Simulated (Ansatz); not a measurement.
**Two runs on CoO**

System: CoO (P-6m2, 2 atoms in the cell).
Method of the first run: Kohn-Sham DFT of a periodic cell, PBE with D3(BJ), Ansatz PAW, spin-polarised (Ansatz 0.2.0).

The structure was built on a prototype by a generator; it need not be a known phase. Text and figures count atoms from 1; the logs count them from 0 in places.

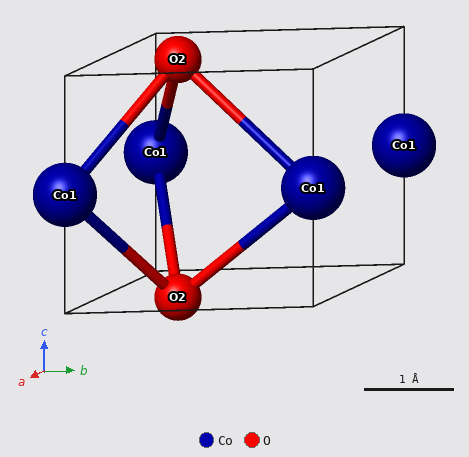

The input geometry (ball-and-stick view of the cell of the calculation, seen slightly off an axis; atoms are numbered from 1 in the order of the input). An atom can appear more than once, as a periodic image.

## The input, the first run
```yaml
crystal:
  lattice:
    - [2.82845, 0.0, 0.0]
    - [-1.41423, 2.44951, 0.0]
    - [0.0, 0.0, 2.72172]
  atoms:
    - { symbol: Co, position: [0.0, 0.0, 0.5], spin: 2.0 }
    - { symbol: O, position: [0.66667, 0.33333, 0.0] }
hamiltonian:
  xc: pbe
  pseudopotentials: { kind: paw }
  dispersion: d3bj
magnetization:
  spin_polarized: true
kpoints:
  mp_grid: { grid: [8, 8, 7] }
scf:
  occupations: { method: fermi_dirac, width: 0.05 }
output:
  forces: true
  stress: true
  eigenvalues: true
  write_density: true
  write_potential: true
  elf: true
  volumetric_format: npy
relax:
  f_tol: 0.01
  max_steps: 40
  cell: { stress_tol: 0.05 }
```

Launched with:
```bash
ansatz run input.yaml --threads 2 --pin off --max-ram 5632MiB --backend cpu --events-out ev --progress --plain --runs-dir out
```

Hardware: 2 threads of Arm Neoverse V2, 24 GiB of memory available, shared host.

## Output, shortened to warnings, some set-up lines, iterations and results (the first run)
```
Warning: the atoms were moved onto the symmetric positions of the space group found under crystal.symmetry.tolerance 1.0e-5 (fractional; no operation is sought that the atoms, as they stand in a round, miss by more than twice it, and no atom is moved by as much as it), and the run uses the moved positions. Before a round's move an operation carried an atom to 1.41e-5 Å from where it should land, …
WARN: dispersion: an atom stands within reach of a switch of its C6 between two reference coordination numbers of its element: through that C6 alone, e_disp changes by 0.025 eV or more while the distances to its neighbours run over a stretch of 0.05 Å that contains this geometry (sites counted from 0 in the run's list of atoms or, in a supercell that it derives, in that cell's: here a list of 2) …
WARN: dispersion: an atom stands within reach of a switch of its C6 between two reference coordination numbers of its element: through that C6 alone, e_disp changes by 0.025 eV or more while the distances to its neighbours run over a stretch of 0.05 Å that contains this geometry (sites counted from 0 in the run's list of atoms or, in a supercell that it derives, in that cell's: here a list of 2) …
Basis set: ecut = 420 eV, 381 PW (Γ), exchange–correlation on 40×40×40 points (8 copies of the dense FFT grid, shifted against one another)
Symmetry: 12 space group operations
k-points: 40 of 448 (time reversal used)
Initial density: superposition of atomic densities (chi_scale 0.1, normalization cell, long waves kept (reshape's long-wave potential 0.00 eV rms))
[...]
SCF iter   1: F=—  HF=-5691.408659 eV  |F-HF|=—  |Δ(HF+E_count)|=         —  Δρ=1.19e-1 (↑1.19e-1 ↓9.14e-2)  dr2=5.96e0  dr2_m=2.31e-1  M=2.235 μB ∫|m|=2.241 μB  β_m=0.30  …
SCF iter   2: F=—  HF=-5691.947696 eV  |F-HF|=—  |Δ(HF+E_count)|=   5.39e-1  Δρ=6.25e-2 (↑6.25e-2 ↓4.35e-2)  dr2=7.30e-1  dr2_m=3.25e-1  M=2.441 μB ∫|m|=2.450 μB  β_m=0.38  …
SCF iter   3: F=—  HF=-5692.245743 eV  |F-HF|=—  |Δ(HF+E_count)|=   2.98e-1  Δρ=4.20e-2 (↑3.98e-2 ↓4.20e-2)  dr2=7.33e-2  dr2_m=2.55e-1  M=2.617 μB ∫|m|=2.632 μB  β_m=0.26  …
SCF iter   4: F=—  HF=-5692.364104 eV  |F-HF|=—  |Δ(HF+E_count)|=         —  Δρ=5.36e-2 (↑4.68e-2 ↓5.36e-2)  dr2=3.39e-2  dr2_m=4.24e-1  M=2.996 μB ∫|m|=3.028 μB  β_m=0.69  …
SCF iter   5: F=—  HF=-5692.398979 eV  |F-HF|=—  |Δ(HF+E_count)|=   3.49e-2  Δρ=2.83e-2 (↑1.90e-2 ↓2.83e-2)  dr2=7.48e-2  dr2_m=7.63e-2  M=3.000 μB ∫|m|=3.043 μB  β_m=0.84  …
[... 61 lines ...]
SCF iter   5: F=—  HF=-5692.458242 eV  |F-HF|=—  |Δ(HF+E_count)|=  5.46e-11  Δρ=5.98e-7 (↑2.05e-7 ↓5.98e-7)  dr2=1.85e-11  dr2_m=1.67e-11  M=3.000 μB ∫|m|=3.052 μB  β_m=0.77  …
SCF iter   6: F=—  HF=-5692.458242 eV  |F-HF|=—  |Δ(HF+E_count)|=  5.37e-11  Δρ=2.93e-7 (↑4.78e-8 ↓2.93e-7)  dr2=5.28e-12  dr2_m=4.20e-12  M=3.000 μB ∫|m|=3.052 μB  β_m=0.89  …
SCF iter   7: F=-5692.458242 eV  HF=-5692.458242 eV  |F-HF|=8.19e-12  |Δ(HF+E_count)|=  2.00e-11  Δρ=2.09e-7 (↑4.63e-8 ↓2.09e-7)  dr2=1.01e-11  dr2_m=1.31e-12  M=3.000 μB …
SCF 7 converged in 7 iterations: F = -5692.458242 eV  dr2 = 1.01e-11
relax step   7: F+E_penalty+E_count = -5692.45824234 eV  Δ(F+E_penalty+E_count) = +8.840e-5 eV  max|allowed force component| = 7.401e-17 eV/Å  Δτ_max = 0.0000 Å  P = +0.002 …
basis re-selected at this cell: Δ(F+E_penalty+E_count) = +8.840e-5 eV, ΔP = -0.003 GPa vs the last step (what re-selecting the basis moved, of the pressure what is left beyond the Pulay correction that the steps carried, after the strain that the cell walked since its last selection, with what the …
SCF converged after 7 iterations
Magnetization: 2.9999 μB (13.0000 up, 10.0000 down)
Absolute magnetization: 3.0521 μB (∫|ρ↑−ρ↓|, with the PAW one-centre terms)
Spin contamination: 0.0117 ħ² per cell (⟨S²⟩ above its minimum at these occupations)
Per-site moments (μB) at R_I (Å): [(2.4964577148557416, 0.8709110214690641), (0.42677456053360613, 0.8709110214690641)]
Free energy (F): -5692.458242 eV
Harris-Foulkes:  -5692.458242 eV  (|F-HF|=8.19e-12)
Internal energy: -5692.432095 eV  (E = F + TS)
E sigma→0 (E₀):  -5692.445169 eV
Entropy (-TS):   -0.026147 eV (-13.074 meV/atom)
Fermi energy:    14.798779 eV
--- Per-component energies (eV) ---
  E_band       = -291.405332
  E_kinetic    = 619.103805
  E_local      = -3383.991501  (includes V_loc(G=0)·N_el)
  E_nonlocal   = 512.019138
  E_hartree    = 1391.510597
  E_xc         = -229.376802
  E_vxc        = -294.860149  (∫ρ·V_xc dr)
  E_paw        = -1675.611402  (= ΣΔE_a)
  E_vpaw       = -526.700073  (= ΣTr[D̂ρ^β])
  E_aug_tail   = 0.002341  (compensation charges beyond the density's cutoff)
  E_ewald      = -2925.622262
  E_disp       = -0.466009  (pairwise vdW)
  E_smearing   = -0.026147  (= −TS)
  E_closure    = 0.000000  (closes the sum)
  Σ components = -5692.458242   (vs F -5692.458242, Δ=0.00e0)
--- Forces (eV/Å), atoms counted from 1 ---
  atom   1  Co     0.00000000     0.00000000     0.00000000
  atom   2  O     -0.00000000     0.00000000    -0.00000000
  max |Σ_I F_I| component: 3.24e-17 eV/Å
--- Stress (GPa, compression-positive) ---
        0.002062       0.000000       0.000000
        0.000000       0.002062      -0.000000
        0.000000      -0.000000       0.002806
  P = ⅓ Tr σ = 0.0023 GPa (0.023 kbar)
--- Relaxed structure (5 steps of the walk, 5 accepted, 2 SCFs on fresh bases) ---
  F+E_penalty+E_count = -5692.45824234 eV   max|allowed force component| = 7.401e-17 eV/Å   (the final SCF, on the basis selected at the relaxed cell)
  cell:  # Å, volume = 18.4521 Å³
    - [2.802873916370254, 2.8606478152770332e-6, 6.58058914382438e-19]
[...]
```

The input of the second run differs as follows (lines with − go, lines with + come):
```diff
-  dispersion: d3bj
+  dispersion: d4
```

How does the second run compare with the first run?

The total energies belong to different models, so their difference says nothing on which is more stable or more accurate. The volume per atom goes from 9.23 to 9.26 Å³. The SCF takes 73 iterations over all geometry steps against 57. On the same kind of shared host the second run took about 1.4 times as long.

## Output, shortened to warnings, some set-up lines, iterations and results (the second run)
```
Warning: the atoms were moved onto the symmetric positions of the space group found under crystal.symmetry.tolerance 1.0e-5 (fractional; no operation is sought that the atoms, as they stand in a round, miss by more than twice it, and no atom is moved by as much as it), and the run uses the moved positions. Before a round's move an operation carried an atom to 1.41e-5 Å from where it should land, …
Basis set: ecut = 420 eV, 381 PW (Γ), exchange–correlation on 40×40×40 points (8 copies of the dense FFT grid, shifted against one another)
Symmetry: 12 space group operations
k-points: 40 of 448 (time reversal used)
Initial density: superposition of atomic densities (chi_scale 0.1, normalization cell, long waves kept (reshape's long-wave potential 0.00 eV rms))
[...]
SCF iter   1: F=—  HF=-5691.499946 eV  |F-HF|=—  |Δ(HF+E_count)|=         —  Δρ=1.19e-1 (↑1.19e-1 ↓9.14e-2)  dr2=5.96e0  dr2_m=2.31e-1  M=2.235 μB ∫|m|=2.241 μB  β_m=0.30  …
SCF iter   2: F=—  HF=-5692.038983 eV  |F-HF|=—  |Δ(HF+E_count)|=   5.39e-1  Δρ=6.25e-2 (↑6.25e-2 ↓4.35e-2)  dr2=7.30e-1  dr2_m=3.25e-1  M=2.441 μB ∫|m|=2.450 μB  β_m=0.38  …
SCF iter   3: F=—  HF=-5692.337030 eV  |F-HF|=—  |Δ(HF+E_count)|=   2.98e-1  Δρ=4.20e-2 (↑3.98e-2 ↓4.20e-2)  dr2=7.33e-2  dr2_m=2.55e-1  M=2.617 μB ∫|m|=2.632 μB  β_m=0.26  …
SCF iter   4: F=—  HF=-5692.455391 eV  |F-HF|=—  |Δ(HF+E_count)|=         —  Δρ=5.36e-2 (↑4.68e-2 ↓5.36e-2)  dr2=3.39e-2  dr2_m=4.24e-1  M=2.996 μB ∫|m|=3.028 μB  β_m=0.69  …
SCF iter   5: F=—  HF=-5692.490266 eV  |F-HF|=—  |Δ(HF+E_count)|=   3.49e-2  Δρ=2.83e-2 (↑1.90e-2 ↓2.83e-2)  dr2=7.48e-2  dr2_m=7.63e-2  M=3.000 μB ∫|m|=3.043 μB  β_m=0.84  …
[... 81 lines ...]
SCF iter   5: F=—  HF=-5692.547917 eV  |F-HF|=—  |Δ(HF+E_count)|=  2.00e-11  Δρ=4.70e-7 (↑4.02e-7 ↓4.70e-7)  dr2=7.48e-11  dr2_m=2.68e-12  M=3.000 μB ∫|m|=3.052 μB  β_m=0.61  …
SCF iter   6: F=—  HF=-5692.547917 eV  |F-HF|=—  |Δ(HF+E_count)|=  6.37e-12  Δρ=1.58e-7 (↑3.69e-8 ↓1.58e-7)  dr2=1.12e-12  dr2_m=1.35e-12  M=3.000 μB ∫|m|=3.052 μB  β_m=0.81  …
SCF iter   7: F=-5692.547917 eV  HF=-5692.547917 eV  |F-HF|=7.28e-12  |Δ(HF+E_count)|=  7.28e-12  Δρ=1.72e-7 (↑3.36e-8 ↓1.72e-7)  dr2=7.21e-12  dr2_m=9.30e-13  M=3.000 μB …
SCF 9 converged in 7 iterations: F = -5692.547917 eV  dr2 = 7.21e-12
relax step   9: F+E_penalty+E_count = -5692.54791719 eV  Δ(F+E_penalty+E_count) = +4.606e-5 eV  max|allowed force component| = 5.204e-17 eV/Å  Δτ_max = 0.0000 Å  P = -0.004 …
basis re-selected at this cell: Δ(F+E_penalty+E_count) = +4.606e-5 eV, ΔP = -0.003 GPa vs the last step (what re-selecting the basis moved, of the pressure what is left beyond the Pulay correction that the steps carried, after the strain that the cell walked since its last selection, with what the …
SCF converged after 7 iterations
Magnetization: 2.9999 μB (13.0000 up, 10.0000 down)
Absolute magnetization: 3.0521 μB (∫|ρ↑−ρ↓|, with the PAW one-centre terms)
Spin contamination: 0.0117 ħ² per cell (⟨S²⟩ above its minimum at these occupations)
Per-site moments (μB) at R_I (Å): [(2.4973709512656628, 0.8718205179845137), (0.42608427694886225, 0.8718205179845137)]
Free energy (F): -5692.547917 eV
Harris-Foulkes:  -5692.547917 eV  (|F-HF|=7.28e-12)
Internal energy: -5692.521654 eV  (E = F + TS)
E sigma→0 (E₀):  -5692.534786 eV
Entropy (-TS):   -0.026263 eV (-13.131 meV/atom)
Fermi energy:    14.730263 eV
--- Per-component energies (eV) ---
  E_band       = -292.783576
  E_kinetic    = 618.962728
  E_local      = -3389.342958  (includes V_loc(G=0)·N_el)
  E_nonlocal   = 512.018113
  E_hartree    = 1393.530589
  E_xc         = -229.331655
  E_vxc        = -294.797307  (∫ρ·V_xc dr)
  E_paw        = -1675.601541  (= ΣΔE_a)
  E_vpaw       = -526.687551  (= ΣTr[D̂ρ^β])
  E_aug_tail   = 0.002316  (compensation charges beyond the density's cutoff)
  E_ewald      = -2922.205114
  E_disp       = -0.554132  (pairwise vdW)
  E_smearing   = -0.026263  (= −TS)
  E_closure    = -0.000000  (closes the sum)
  Σ components = -5692.547917   (vs F -5692.547917, Δ=0.00e0)
--- Forces (eV/Å), atoms counted from 1 ---
  atom   1  Co    -0.00000000    -0.00000000     0.00000000
  atom   2  O      0.00000000     0.00000000     0.00000000
  max |Σ_I F_I| component: 3.70e-17 eV/Å
--- Stress (GPa, compression-positive) ---
       -0.005385       0.000000       0.000000
        0.000000      -0.005385       0.000000
        0.000000       0.000000       0.000138
  P = ⅓ Tr σ = -0.0035 GPa (-0.035 kbar)
--- Relaxed structure (7 steps of the walk, 6 accepted, 2 SCFs on fresh bases) ---
  F+E_penalty+E_count = -5692.54791719 eV   max|allowed force component| = 5.204e-17 eV/Å   (the final SCF, on the basis selected at the relaxed cell)
  cell:  # Å, volume = 18.5151 Å³
    - [2.8071736077092133, 2.8650361334831054e-6, 5.604285597523845e-19]
[...]
```

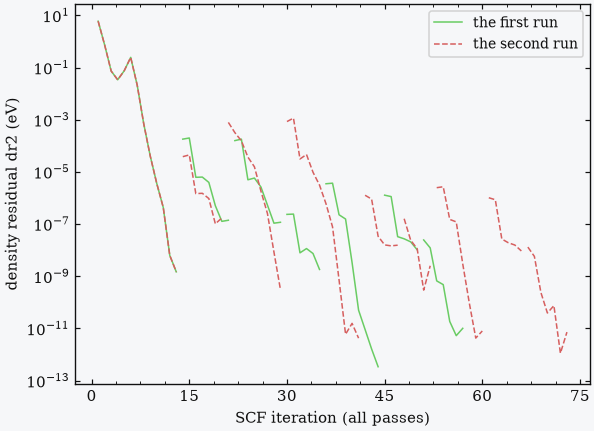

Convergence of the two runs: density residual dr2 against the SCF iteration. A break in a curve parts two SCF passes. The first run takes 57 iterations in all, and the second run takes 73.

## The two runs side by side

| quantity | the first run | the second run |
| --- | --- | --- |
| outcome | converged | converged |
| free energy per atom (eV) | −2846.2291 | −2846.2740 |
| energy per atom, smearing taken to zero (eV) | −2846.2226 | −2846.2674 |
| gap on the mesh (eV) | 0.00 | 0.00 |
| net moment of the cell (μB) | 3.00 | 3.00 |
| absolute moment of the cell (μB) | 3.05 | 3.05 |
| pressure (GPa) | 0.00 | 0.00 |
| volume per atom (Å³) | 9.23 | 9.26 |
| largest force (eV/Å) | 0.000 | 0.000 |
| SCF iterations | 57 | 73 |
| irreducible k-points | 40 | 40 |
| wall time (shared host) | 13 s | 19 s |

For both runs: Warnings: the structure was made exactly symmetric.
